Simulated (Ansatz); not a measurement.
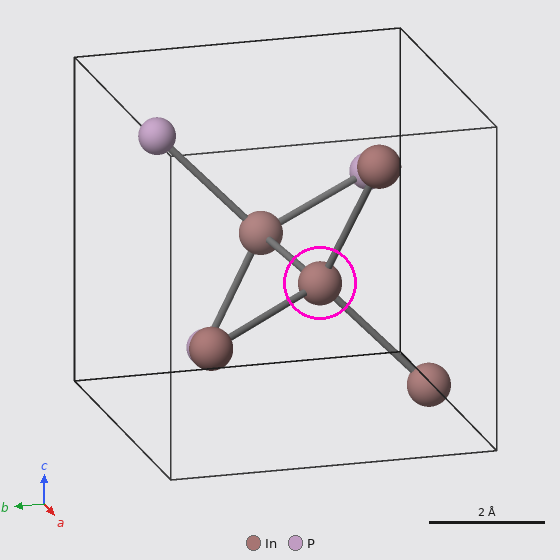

Ball-and-stick representation of a periodic structure, projected from a general direction. Thin lines show the supercell, with boundary atoms drawn in all their periodic places. The host is InP, in a cell of 8 sites, and the cell carries a charge of -1. A ring marks the defect's site.

Describe the defect.

Answer. Indium on a phosphorus site (an antisite). It is bonded to four In in a tetrahedral arrangement at about 2.7 Å.

Method: DFT PBE, scalar-relativistic, plane waves, PAW in Ansatz; a 420 eV plane-wave basis, a 3×3×3 grid in reciprocal space, Gaussian smearing of 0.02 eV, collinear spins.

Does the defect carry a magnetic moment?

Answer. Yes, 0.9 μB in the cell.

The atoms were relaxed in the host's cell with DFT PBE, scalar-relativistic, plane waves, PAW in Ansatz 0.2.0.
